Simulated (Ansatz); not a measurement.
## Run report: Ga15P16, geometry relaxation (part 2 of 3)

Continued. System: Ga15P16 (defect cell, 31 atoms in the cell). Method: DFT PBE, scalar-relativistic, plane waves, PAW, spin-polarised (Ansatz 0.2.0); cutoff 420 eV, 2×2×2 k-mesh, Gaussian smearing of 0.02 eV, collinear spins. The structure derives from a Materials Project entry. It belongs to a series of runs on one base structure; here: V_Ga, charge +0, atoms relaxed at the host's cell.

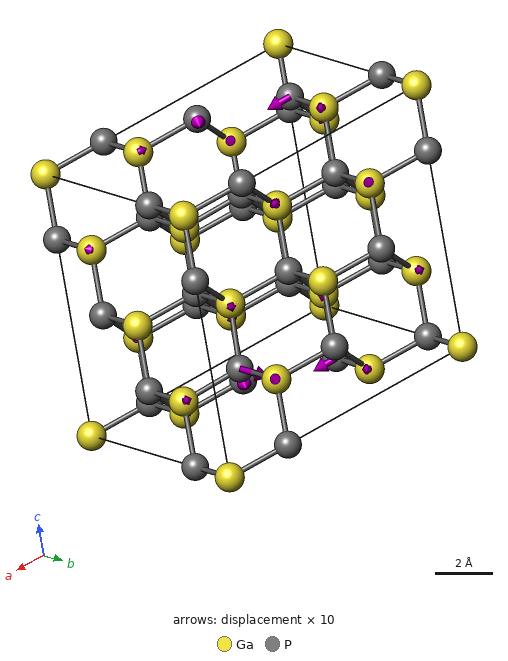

Fig. 1: The starting structure with the displacements as pink arrows, magnified 10 times (ball-and-stick view of the cell of the calculation, seen at an oblique angle). The energy falls by 3.3 meV per atom in 3 geometry steps. The largest force component goes from 0.74 to 0.015 eV/Å. The largest move is that of P28, 0.11 Å. Largest moves by element: P 0.11 Å, Ga 0.04 Å. The lattice vectors keep their values. Among the contacts that change: Ga8–P28 2.462 → 2.373 Å, Ga12–P28 2.326 → 2.372 Å, Ga14–P21 2.410 → 2.373 Å, Ga11–P27 2.384 → 2.406 Å. Among the angles that change: Ga6–P28–Ga12 112.5° → 108.3°, P16–Ga11–P27 108.5° → 110.8°, P16–Ga9–P25 108.6° → 110.8°. (Atoms are counted from 1 in the order of the input.)

```
SCF converged after 3 iterations
Magnetization: 1.5000 μB (138.2500 up, 136.7500 down)
Absolute magnetization: 1.5658 μB (∫|ρ↑−ρ↓|, with the PAW one-centre terms)
Spin contamination: 0.0119 ħ² per cell (⟨S²⟩ above its minimum at these occupations)
Per-site moments (μB) at R_I (Å): [(0.002699155974377342, 0.9787888209322188), (0.004005488044936075, 0.9861245646690819), (0.0026866556722168577, 0.9787750154624768), (0.00268318893642049, 0.9788408376079513), (0.002691685054122549, 0.9789586476887763), (0.0026633890077989056, 0.9789720606089258), (0.004012612734427001, 0.986477927023728), (0.0026710200149039276, 0.9787773642787523), (0.002622597630681394, 0.9783227963246507), (0.004004269175493842, 0.9861187450960692), (0.0026204619107256986, 0.9786397923978961), (0.0026561626537007863, 0.9785921333826008), (0.0026828939239097326, 0.9788719811376105), (0.002697692997483125, 0.9789854330706294), (0.002621262724016739, 0.9787591984280285), (0.14054106760216273, 0.9783227963246507), (0.017474384695204504, 0.9837654348987087), (0.01766924153124256, 0.9839790776605123), (0.13615181704981788, 0.9787750154624768), (0.017398407907075867, 0.9836583614069876), (0.13526736546849627, 0.9787888209322188), (0.017413417372786625, 0.984172256959221), (0.01750541685854159, 0.9836938526102113), (0.017474031895016263, 0.9839264491640595), (0.017920756841343314, 0.9841528474489527), (0.01743512487052398, 0.9839541228478353), (0.017849397660085448, 0.9842600513964184), (0.137527176889973, 0.9785921333826008), (0.017574314700565, 0.9836318596684193), (0.01760406547121402, 0.9841522665435903), (0.01784410280023675, 0.9838032733817635)]
Free energy (F): -68845.377181 eV
Harris-Foulkes:  -68845.377181 eV  (|F-HF|=6.04e-9)
Internal energy: -68845.377133 eV  (E = F + TS)
E sigma→0 (E₀):  -68845.377157 eV
Entropy (-TS):   -0.000047 eV (-0.002 meV/atom)
Fermi energy:    6.065444 eV
--- Per-component energies (eV) ---
  E_band       = -1055.950890
  E_kinetic    = 2838.885185
  E_local      = -34377.860058  (includes V_loc(G=0)·N_el)
  E_nonlocal   = 6914.560323
  E_hartree    = 15845.486679
  E_xc         = -2009.352170
  E_vxc        = -1827.751661  (∫ρ·V_xc dr)
  E_paw        = -38945.597510  (= ΣΔE_a)
  E_vpaw       = -6294.757173  (= ΣTr[D̂ρ^β])
  E_aug_tail   = -0.001360  (compensation charges beyond the density's cutoff)
  E_ewald      = -19111.498222
  E_smearing   = -0.000047  (= −TS)
  E_closure    = 0.000000  (closes the sum)
  Σ components = -68845.377181   (vs F -68845.377181, Δ=0.00e0)
--- Forces (eV/Å), atoms counted from 1 ---
  atom   1  Ga     0.01247972     0.00092436     0.00159915
  atom   2  Ga    -0.00581384    -0.00088320     0.00282792
  atom   3  Ga    -0.00151581    -0.00428343     0.00693090
  atom   4  Ga     0.00728673    -0.00122459    -0.00469853
  atom   5  Ga    -0.00004097     0.01112230    -0.00313350
  atom   6  Ga     0.00105893    -0.00398330    -0.00503900
  atom   7  Ga     0.00135694    -0.00231284    -0.00109004
  atom   8  Ga    -0.00174478    -0.00682714    -0.00323227
  atom   9  Ga    -0.00556548    -0.00584774     0.00253967
  atom  10  Ga    -0.00120292     0.00741782     0.00195241
  atom  11  Ga     0.00130022     0.00169027     0.00278798
  atom  12  Ga    -0.00872522     0.00284473     0.00030339
  atom  13  Ga    -0.00082572    -0.00456541    -0.00008295
  atom  14  Ga     0.00507575    -0.00025811    -0.00956189
  atom  15  Ga     0.00162441     0.00305704     0.00391682
  atom  16  P     -0.00060252     0.00986047     0.00829967
  atom  17  P     -0.00458038    -0.00056683    -0.00415183
  atom  18  P     -0.00268724    -0.00291502    -0.00686655
  atom  19  P     -0.00241283     0.00300713    -0.00505698
  atom  20  P     -0.00986290     0.00512345     0.00135985
  atom  21  P     -0.00648646    -0.00528434     0.00417232
  atom  22  P     -0.00563401    -0.00743999     0.00366681
  atom  23  P     -0.01216196     0.00134806     0.00589790
  atom  24  P      0.00448196    -0.00071780    -0.00739916
  atom  25  P     -0.00248598    -0.00346008    -0.00085116
  atom  26  P      0.00728824     0.00052891    -0.00119699
  atom  27  P      0.00575820    -0.00561333    -0.00572573
  atom  28  P      0.00517930    -0.00114523    -0.00213616
  atom  29  P     -0.00501494     0.00324802    -0.00331216
  atom  30  P      0.01473459     0.00207557     0.00790498
  atom  31  P      0.00973876     0.00507304     0.00937904
  max |Σ_I F_I| component: 7.24e-6 eV/Å
--- Band table (eV; the first three rows and the last of 8) ---
  k-point 0 ↑: bands = ["-8.2826", "-8.2824", "-8.2822", "-8.2820", "-8.2820", "-8.2818", "-8.2818", "-8.2817", "-8.2803", "-8.2560", "-8.2549", "-8.2544", "-8.2388", "-8.2241", "-8.2238", "-8.2236", "-8.1856", "-8.1855", "-8.1853", "-8.1852", "-8.1851", "-8.1766", "-8.1765", "-8.1765", "-8.1716", "-8.1664", "-8.1663", "-8.1662", "-8.1630", "-8.1628", "-8.1625", "-8.1622", "-8.1620", "-8.1574", "-8.1572", "-8.1567", "-8.1531", "-8.1530", "-8.1529", "-8.1505",
      "-8.1504", "-8.1486", "-8.1481", "-8.1479", "-8.1441", "-8.1315", "-8.1314", "-8.1313", "-8.1302", "-8.1301", "-8.1299", "-8.1119", "-8.1109", "-8.1107", "-8.1104", "-8.1103", "-8.1102", "-8.1075", "-8.1074", "-8.1069", "-8.1068", "-8.1065", "-8.1062", "-8.0930", "-8.0922", "-8.0920", "-8.0918", "-8.0917", "-8.0915", "-8.0914", "-8.0909", "-8.0906", "-8.0893", "-8.0890", "-8.0886", "-5.2216", "-5.2202", "-5.2198", "-4.9835", "-3.7185",
      "-3.7181", "-3.7178", "-3.7141", "-3.7135", "-3.7039", "-3.7032", "-3.7026", "-3.5809", "-3.5754", "-3.5729", "-3.2251", "0.2880", "0.2889", "0.2893", "0.2981", "0.2988", "0.3004", "0.3045", "0.3052", "0.3917", "0.3930", "0.3946", "1.8561", "2.5370", "2.5374", "2.5382", "2.9311", "3.1899", "3.1905", "3.1908", "3.1979", "3.1982", "3.2126", "3.2131", "3.2138", "3.4709", "3.4725", "3.4734", "4.3299", "4.3306",
      "4.3311", "4.3575", "4.3580", "4.3642", "4.3667", "4.3679", "4.3690", "4.3953", "4.8549", "4.8566", "4.8575", "5.6564", "5.6568", "5.6575", "5.6587", "5.6593", "6.1106", "6.1113", "6.1114", "8.3957", "8.3976", "8.3979", "8.5506", "8.7862", "8.7878", "8.7889", "8.7956", "8.7959", "8.7968", "8.8394", "8.8399", "9.0293", "9.0335", "9.0348", "9.8453", "11.0246", "11.0254", "11.0262", "11.0472", "11.0473",
      "11.1182", "11.1205", "11.1222", "11.1376", "11.1397", "11.1419", "11.1936", "11.1945", "11.1962"]
  k-point 1 ↑: bands = ["-8.2931", "-8.2929", "-8.2893", "-8.2802", "-8.2777", "-8.2776", "-8.2752", "-8.2673", "-8.2672", "-8.2621", "-8.2553", "-8.2491", "-8.2438", "-8.2369", "-8.2360", "-8.2107", "-8.1883", "-8.1882", "-8.1816", "-8.1812", "-8.1810", "-8.1803", "-8.1722", "-8.1704", "-8.1703", "-8.1700", "-8.1679", "-8.1661", "-8.1658", "-8.1656", "-8.1636", "-8.1633", "-8.1626", "-8.1623", "-8.1601", "-8.1601", "-8.1581", "-8.1562", "-8.1560", "-8.1542",
      "-8.1459", "-8.1453", "-8.1422", "-8.1408", "-8.1406", "-8.1383", "-8.1303", "-8.1296", "-8.1282", "-8.1256", "-8.1241", "-8.1212", "-8.1139", "-8.1135", "-8.1130", "-8.1083", "-8.1075", "-8.1071", "-8.1028", "-8.1019", "-8.1005", "-8.0996", "-8.0993", "-8.0978", "-8.0974", "-8.0967", "-8.0963", "-8.0950", "-8.0947", "-8.0946", "-8.0896", "-8.0892", "-8.0887", "-8.0883", "-8.0855", "-5.6478", "-4.7628", "-4.7442", "-4.7428", "-4.5784",
      "-4.0904", "-4.0774", "-4.0766", "-3.9673", "-3.7275", "-3.4638", "-3.4322", "-3.4315", "-3.2249", "-3.0765", "-3.0750", "-0.2063", "-0.1171", "0.1972", "0.2219", "0.2230", "0.2574", "0.3655", "0.3658", "0.3711", "0.6987", "1.4646", "1.9909", "2.0547", "2.0551", "2.6144", "2.6329", "2.7017", "2.7018", "3.2613", "3.2743", "3.4273", "3.4287", "3.5405", "3.9821", "3.9827", "4.0163", "4.0470", "4.0478", "4.0494",
      "4.0990", "4.1124", "4.1135", "4.1187", "4.2482", "4.4416", "4.4429", "4.7495", "5.0645", "5.0982", "5.1191", "5.1194", "5.1876", "5.2005", "5.4787", "5.4791", "5.6045", "6.0169", "6.0174", "8.1232", "8.8679", "8.8752", "8.8755", "8.9544", "9.0491", "9.2019", "9.2036", "9.2511", "9.2671", "9.3493", "9.5560", "9.6056", "9.6084", "9.7805", "9.9042", "9.9187", "9.9579", "9.9585", "10.2785", "10.2835",
      "10.4788", "10.4798", "10.9852", "11.0370", "11.0379", "11.1537", "11.2111", "11.2118", "11.3527"]
  k-point 2 ↑: bands = ["-8.2931", "-8.2929", "-8.2893", "-8.2802", "-8.2777", "-8.2775", "-8.2752", "-8.2674", "-8.2671", "-8.2621", "-8.2553", "-8.2491", "-8.2439", "-8.2365", "-8.2363", "-8.2107", "-8.1883", "-8.1882", "-8.1816", "-8.1812", "-8.1811", "-8.1802", "-8.1722", "-8.1704", "-8.1703", "-8.1699", "-8.1679", "-8.1662", "-8.1657", "-8.1657", "-8.1636", "-8.1634", "-8.1624", "-8.1623", "-8.1602", "-8.1600", "-8.1581", "-8.1563", "-8.1561", "-8.1541",
      "-8.1459", "-8.1453", "-8.1422", "-8.1407", "-8.1406", "-8.1383", "-8.1303", "-8.1296", "-8.1282", "-8.1256", "-8.1241", "-8.1212", "-8.1139", "-8.1135", "-8.1130", "-8.1083", "-8.1075", "-8.1072", "-8.1028", "-8.1019", "-8.1005", "-8.0996", "-8.0993", "-8.0979", "-8.0972", "-8.0969", "-8.0963", "-8.0950", "-8.0947", "-8.0945", "-8.0897", "-8.0892", "-8.0886", "-8.0883", "-8.0856", "-5.6478", "-4.7630", "-4.7437", "-4.7433", "-4.5784",
      "-4.0903", "-4.0776", "-4.0765", "-3.9673", "-3.7275", "-3.4639", "-3.4321", "-3.4315", "-3.2249", "-3.0763", "-3.0752", "-0.2064", "-0.1169", "0.1972", "0.2221", "0.2228", "0.2574", "0.3655", "0.3658", "0.3711", "0.6986", "1.4646", "1.9909", "2.0547", "2.0551", "2.6144", "2.6328", "2.7014", "2.7021", "3.2613", "3.2742", "3.4273", "3.4287", "3.5405", "3.9819", "3.9830", "4.0164", "4.0467", "4.0478", "4.0495",
      "4.0989", "4.1125", "4.1133", "4.1189", "4.2481", "4.4422", "4.4424", "4.7496", "5.0645", "5.0980", "5.1189", "5.1197", "5.1875", "5.2005", "5.4786", "5.4793", "5.6045", "6.0168", "6.0174", "8.1232", "8.8682", "8.8749", "8.8755", "8.9544", "9.0491", "9.2025", "9.2029", "9.2510", "9.2673", "9.3492", "9.5561", "9.6059", "9.6082", "9.7805", "9.9042", "9.9188", "9.9572", "9.9589", "10.2788", "10.2833",
      "10.4788", "10.4797", "10.9850", "11.0368", "11.0381", "11.1539", "11.2108", "11.2120", "11.3529"]
  k-point 3 ↓: bands = ["-8.2896", "-8.2896", "-8.2859", "-8.2772", "-8.2746", "-8.2745", "-8.2718", "-8.2640", "-8.2637", "-8.2582", "-8.2495", "-8.2468", "-8.2364", "-8.2304", "-8.2291", "-8.2078", "-8.1859", "-8.1858", "-8.1796", "-8.1794", "-8.1793", "-8.1780", "-8.1695", "-8.1683", "-8.1680", "-8.1678", "-8.1656", "-8.1644", "-8.1633", "-8.1632", "-8.1610", "-8.1609", "-8.1603", "-8.1599", "-8.1579", "-8.1578", "-8.1564", "-8.1541", "-8.1540", "-8.1517",
      "-8.1437", "-8.1434", "-8.1405", "-8.1387", "-8.1385", "-8.1369", "-8.1289", "-8.1284", "-8.1270", "-8.1240", "-8.1223", "-8.1194", "-8.1126", "-8.1125", "-8.1118", "-8.1071", "-8.1057", "-8.1050", "-8.1015", "-8.1008", "-8.0991", "-8.0986", "-8.0983", "-8.0964", "-8.0961", "-8.0953", "-8.0946", "-8.0932", "-8.0932", "-8.0926", "-8.0878", "-8.0873", "-8.0872", "-8.0868", "-8.0840", "-5.6068", "-4.7391", "-4.6978", "-4.6970", "-4.5260",
      "-4.0491", "-4.0256", "-4.0249", "-3.9226", "-3.5920", "-3.4384", "-3.3770", "-3.3766", "-3.0819", "-2.9791", "-2.9782", "-0.1877", "-0.0942", "0.2167", "0.2457", "0.2466", "0.2743", "0.4008", "0.4013", "0.4037", "0.7402", "1.5347", "2.0122", "2.0973", "2.0983", "2.6369", "2.6759", "2.7398", "2.7411", "3.3076", "3.3465", "3.4624", "3.4650", "3.6645", "4.0107", "4.0124", "4.0370", "4.0766", "4.0777", "4.0856",
      "4.1274", "4.1519", "4.1539", "4.1545", "4.3176", "4.5283", "4.5286", "4.8193", "5.0904", "5.1586", "5.1594", "5.2290", "5.2449", "5.2993", "5.5397", "5.5399", "5.8976", "6.2866", "6.2938", "8.1495", "8.8898", "8.9137", "8.9142", "8.9924", "9.1016", "9.2306", "9.2331", "9.2976", "9.3016", "9.3711", "9.5773", "9.6464", "9.6512", "9.8147", "9.9347", "9.9642", "9.9928", "9.9934", "10.3016", "10.3271",
      "10.5168", "10.5181", "11.0229", "11.0644", "11.0660", "11.1887", "11.2356", "11.2374", "11.4182"]
```
